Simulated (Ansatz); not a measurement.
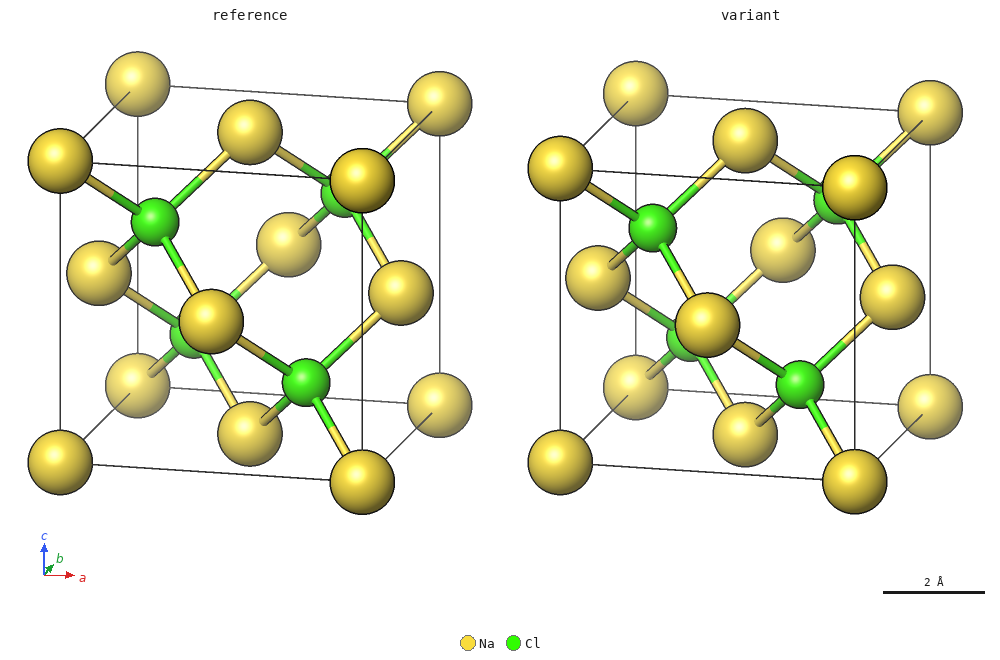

Left: solid NaCl (built on the zincblende type) at its r2SCAN-relaxed geometry. Right: the same structure after one change, at the same scale. The picture is a ball-and-stick view of the conventional cell (4 times the calculation's cell), seen slightly off an axis. Lengths and directions refer to the drawn axes.

Computed with DFT, PBE, plane waves, PAW (Ansatz 0.2.0). Set-up: plane-wave cutoff 420 eV; k-point mesh 8 × 8 × 8; occupations fermi dirac; smearing width 0.02 eV; no spin polarisation.

Question: What distinguishes the right structure from the left one?

Answer: All lengths are scaled by −2.5 % (volume −7.3 %). The atoms were relaxed with r2SCAN under that strain, and this is a single point on that geometry.

Question: How do the computed properties respond?

Answer: Some distances before and after: Cl–Na 2.674 → 2.607 Å. The space group stays F-43m (No. 216). The energy rises by 20.6 meV per atom. Pressure: 0.7 GPa before, 2.5 GPa after. All forces vanish by symmetry. The band gap goes from 4.94 to 5.13 eV.
